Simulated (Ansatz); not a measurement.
A series of calculations on Ti

### Relaxation

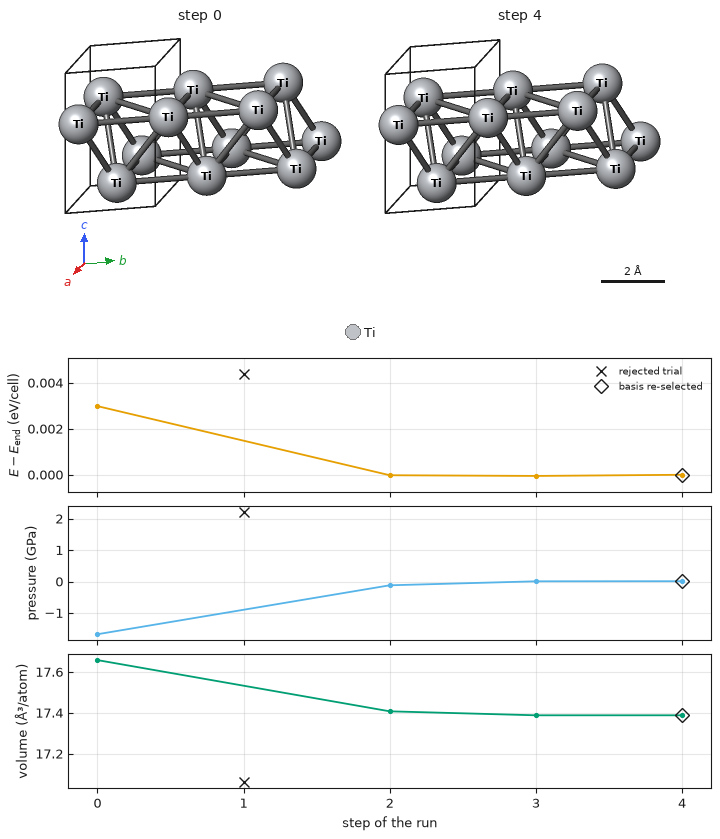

First and last geometry of a relaxation of a crystal of Ti (set up in P6_3/mmc), with the history of the run. A ball-and-stick model of the cell of the calculation, repeated 2 × 3 × 1 with one cell outlined, seen slightly off an axis.

Computed with DFT PBE, scalar-relativistic, plane waves, PAW in Ansatz.

Input file:
```yaml
crystal:
  lattice:
    - [2.9499978604, 0.0, 0.0]
    - [-1.4749989302, 2.5547730882, 0.0]
    - [0.0, 0.0, 4.686]
  atoms:
    - { symbol: Ti, position: [0.3333333333, 0.6666666667, 0.25] }
    - { symbol: Ti, position: [0.6666666667, 0.3333333333, 0.75] }
basis:
  ecutwfc: 420
kpoints:
  mp_grid: { grid: [18, 18, 10] }
hamiltonian:
  xc: pbe
scf:
  occupations: { method: gaussian, width: 0.1 }
output:
  forces: true
  stress: true
  eigenvalues: true
relax:
  adjacent_minimum: "off"
  f_tol: 0.005
  max_steps: 80
  cell: { stress_tol: 0.05 }
```

Launched with:
```bash
ansatz run input.yaml --threads 2 --pin off --max-ram 5120MiB --backend cpu --events-out ev --progress --plain --runs-dir out
```

Read the history and describe the run.

It converged. The atoms keep their places relative to the cell (all moves are under 0.005 Å). The drawn cell changes as follows: a = b 2.950 → 2.938 Å (−0.4 %), c 4.686 → 4.651 Å (−0.8 %); the volume changes by −1.5 %. Near-neighbour distances that change, for instance: Ti1–Ti2 2.897 → 2.878 Å, Ti1–Ti1 2.950 → 2.938 Å. The space group stays P6_3/mmc (No. 194). The energy falls by 3.0 meV per cell of the calculation in 2 accepted moves (4 points after the start). All forces vanish by symmetry, so only the cell relaxes. The pressure goes from −1.67 to 0.01 GPa. The line search rejected the trial step at point 1 of the run. The SCF was repeated once at an unchanged geometry on a basis and grid sized afresh for the cell, which shifted the energy by 0.1 meV per cell of the calculation at most.

```csv
step,"E − E(0), meV/atom","pressure, GPa","volume, Å³/atom",note
0,0.00,-1.67,17.658,
1,0.70,2.21,17.060,rejected
2,-1.50,-0.12,17.408,
3,-1.52,0.01,17.388,
4,-1.49,0.01,17.388,"same geometry, new basis"
```

### Scan

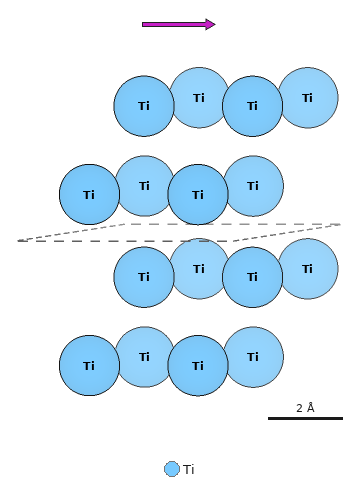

Energy scan for a crystal of Ti (P6_3/mmc), in which the crystal above a cut along the (0 0 1) plane of the conventional cell (between a plane of Ti below and one of Ti above, 2.33 Å apart) is slid rigidly by fractions of an in-plane lattice vector 2.94 Å long (a generalised stacking fault). One cut stands in each cell, which starts 14.0 Å high; nothing is relaxed, and the dashed outline marks the cut, the arrow on top the direction of slip. The picture shows the perfect crystal around the cut (dashed). Style: spheres-only. Shown: the layers on both sides of the cut, from the side, nearly along the cut plane.

The calculation used DFT PBE, scalar-relativistic, plane waves, PAW in Ansatz. Settings: plane-wave cutoff 420 eV; k-point mesh 23 × 23 × 5; occupations gaussian; smearing width 0.15 eV; no spin polarisation. Energies (free energies at the smearing named) are counted from the relaxed crystal.

Input
```yaml
crystal:
  lattice:
    - [-2.9384580613, 0.0, 0.0]
    - [-1.4692290307, -2.544779329, 0.0]
    - [0.0, 0.0, 13.951902045]
  atoms:
    - { symbol: Ti, position: [0.3333333333, 0.3333333333, 0.0833333333] }
    - { symbol: Ti, position: [0.3333333333, 0.3333333333, 0.4166666667] }
    - { symbol: Ti, position: [0.3333333333, 0.3333333333, 0.75] }
    - { symbol: Ti, position: [0.6666666667, 0.6666666667, 0.25] }
    - { symbol: Ti, position: [0.6666666667, 0.6666666667, 0.5833333333] }
    - { symbol: Ti, position: [0.6666666667, 0.6666666667, 0.9166666667] }
basis:
  ecutwfc: 420
kpoints:
  mp_grid: { grid: [23, 23, 5] }
hamiltonian:
  xc: pbe
scf:
  occupations: { method: gaussian, width: 0.15 }
output:
  forces: true
  stress: true
  eigenvalues: true
```

Run as
```bash
ansatz run input.yaml --threads 2 --pin off --max-ram 5120MiB --backend cpu --events-out ev --progress --plain --runs-dir out
```

Predict the energy profile (the slip: 0.00, 0.10, 0.20, 0.30, 0.40, 0.50, 0.60, 0.80, 1.00).

```
slip (fraction of the lattice vector)  γ (mJ/m²)
                                 0.00          0
                                 0.10         69
                                 0.20        246
                                 0.30        444
                                 0.40        584
                                 0.50        639
                                 0.60        584
                                 0.80        246
                                 1.00          0
```

Points that are alike by symmetry were computed once.

The curve starts and ends at zero, since a full lattice vector restores the crystal. Its highest computed point is 639 mJ/m² at slip 0.50. The points are too sparse to place its extrema closely. Relaxation across the fault would lower the values.

As a plot (hollow markers are points alike by symmetry):

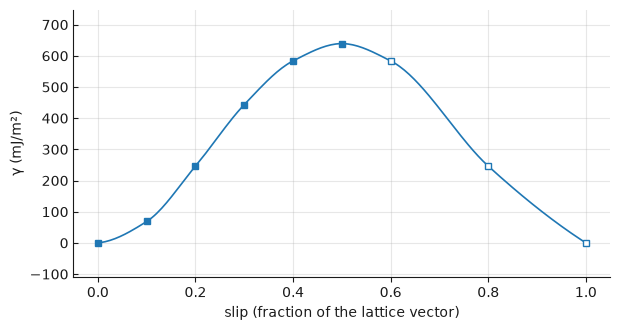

### Scan

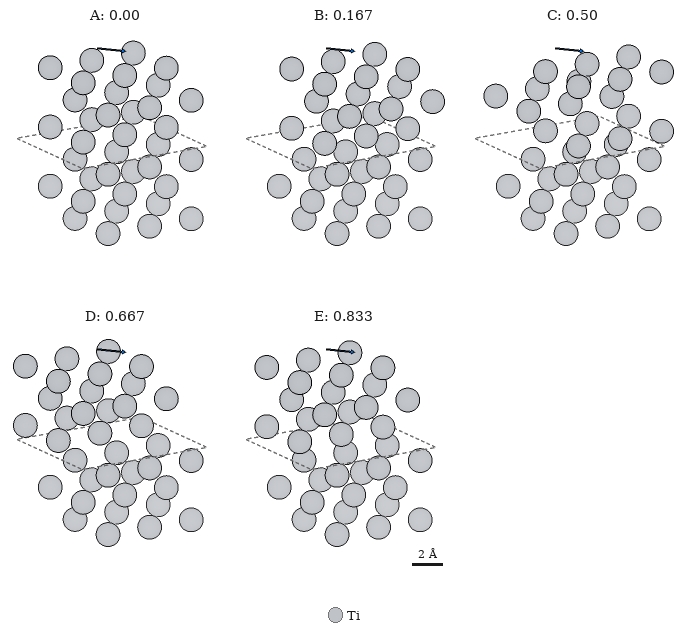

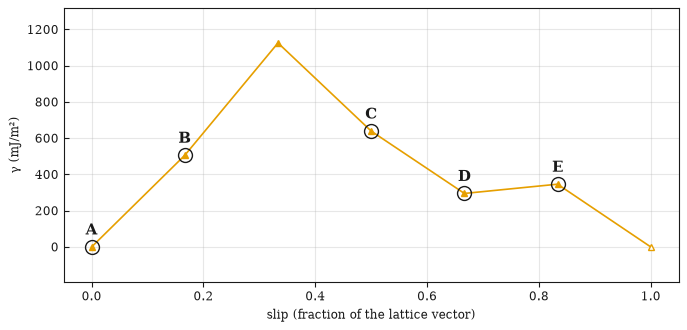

Solid Ti (P6_3/mmc): the crystal above a cut along the (0 0 1) plane of the conventional cell (between a plane of Ti below and one of Ti above, 2.33 Å apart) is slid rigidly by fractions of an in-plane lattice vector 5.09 Å long (a generalised stacking fault). One cut stands in each cell, which starts 14.0 Å high; nothing is relaxed, and the dashed outline marks the cut, the arrow on top the direction of slip. The lettered frames are marked on the plot. Hollow markers are points alike by symmetry, not computed again. A spheres-only model of the layers on both sides of the cut, seen obliquely from above.

Theory: DFT PBE, scalar-relativistic, plane waves, PAW in Ansatz 0.2.0. (plane-wave cutoff 420 eV; k-point mesh 23 × 23 × 5; occupations gaussian; smearing width 0.15 eV; no spin polarisation). Energies (free energies at the smearing named) are counted from the relaxed crystal.

Question: Read off the main features of the energy profile.

Answer: The curve starts and ends at zero, since a full lattice vector restores the crystal. Its highest computed point is 1126 mJ/m² at slip 0.333. The points are too sparse to place its extrema closely. Relaxation across the fault would lower the values.
